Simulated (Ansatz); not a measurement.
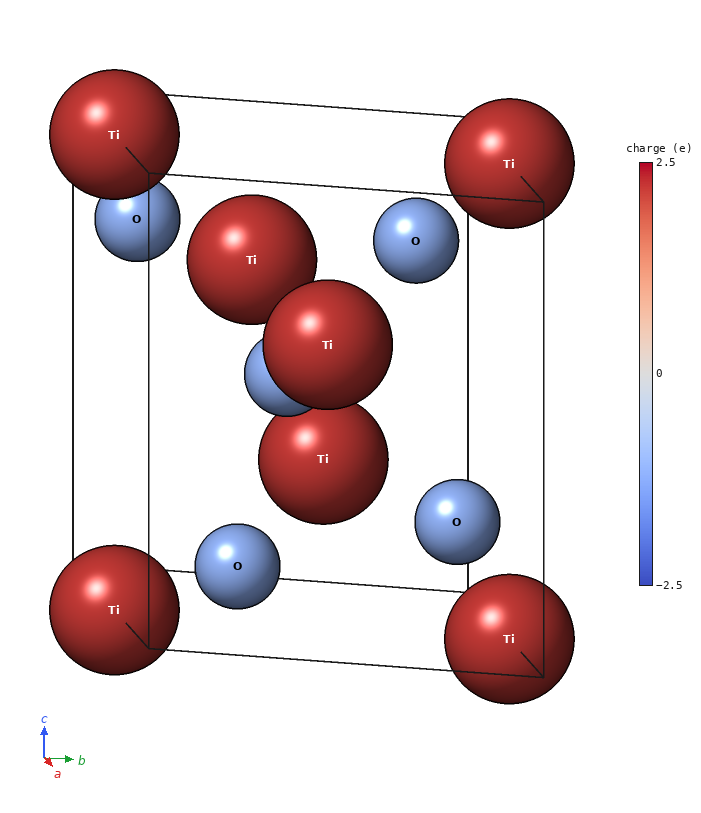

A spheres-only rendering, viewed slightly off an axis. The wireframe shows the simulation cell. The atoms of this TiO2 cell are coloured by their Bader charge.

Level of theory and settings: DFT, PAW plane waves, PBE (Ansatz), plane-wave cutoff 420 eV, a 6×6×4 sampling of the Brillouin zone, Fermi-Dirac smearing of 0.1 eV, no spin polarisation.

Question: Describe the charge distribution among the elements.

Answer: Most positive: Ti; most negative: O. Charges: about Ti +2.2 e; O -1.1 e. The transfer is large, as in an ionic solid.

Where the cell comes from: an entry, possibly a prediction, of the Crystallography Open Database, scaled to 101.8 % of the listed volume. No relaxation was applied. A calculation with Ansatz used it as input.

At this level of theory the cell isn't at rest (forces up to 2.0 eV/Å), so its distances can differ from those at equilibrium, the more so the softer the solid.
